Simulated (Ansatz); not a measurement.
## Electronic structure of Al8H (slab) in real space

```
CELL_PARAMETERS angstrom
2.85432 0.00000 0.00000
-1.42716 2.47192 0.00000
0.00000 0.00000 31.97606
ATOMIC_POSITIONS crystal
Al 0.33333 0.66667 0.12509
Al 0.00000 0.00000 0.19845
Al 0.66667 0.33333 0.27182
Al 0.00000 0.00000 0.34518
Al 0.33333 0.66667 0.41795
Al 0.00000 0.00000 0.49169
Al 0.66667 0.33333 0.56544
Al 0.97300 0.94601 0.63769
H 0.16667 0.33333 0.67985
```

Computed without spin polarisation.

All numbers below come from Ansatz, DFT PBE, scalar-relativistic, plane waves, PAW.

The density is the valence pseudo-density of a PAW calculation; it isn't the true density close to the nuclei.

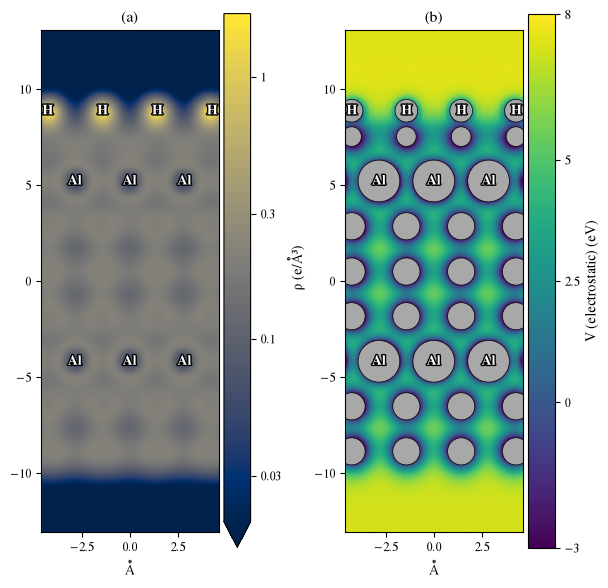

Figure 1. (a) valence pseudo-density; (b) electrostatic potential energy of an electron on the (010) plane of the calculation cell, a cut from vacuum to vacuum. Grey discs cover the atomic cores in the potential map.

What do the fields say about this system?

Answer. The plane passes through Al and H nuclei. Atoms just off the plane (Al, 0.8 Å away) can leave unmarked features too. Al–Al (2.85 Å): ρ at the midpoint is about 0.2 e/Å³. The density dies away to nearly zero in the vacuum. Outside the cores the potential energy rises away from the atoms and is highest in the vacuum; its zero is arbitrary.

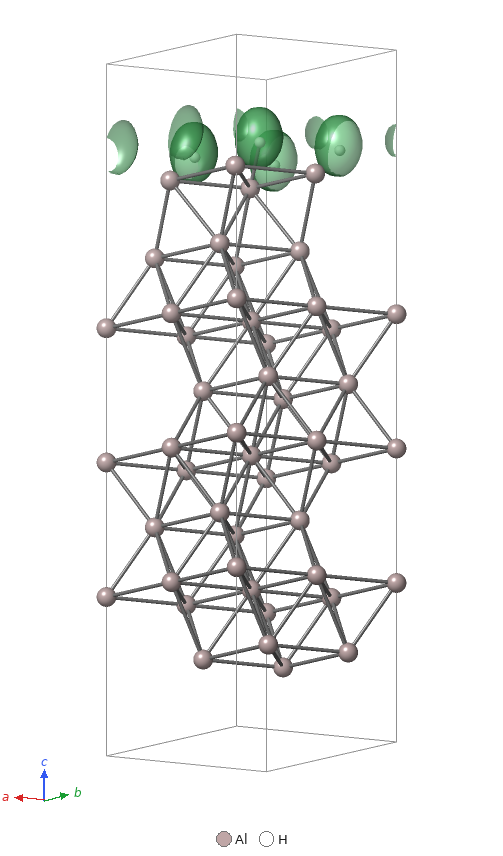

Figure 2. Isosurface of the ELF at 0.85 (green), seen at an oblique angle. Only the valence region is drawn (cores and ρ < 0.01 e/Å³ removed). Sticks mark near contacts.

Describe the localisation domains.

Answer. The ELF exceeds this value in one region around a hydrogen nucleus, counted in one cell of 9 atoms. Counts are for one cell; the picture repeats the cell along the surface. Profiles from the grid: Al–H (1.65 Å): the ELF climbs to about 1 towards the hydrogen. Al–Al (2.76 Å): the ELF peaks at about 0.70 between the atoms.

Does the calculation give a band gap?

Answer. It is metallic or semimetallic at this level of theory: no gap opens.
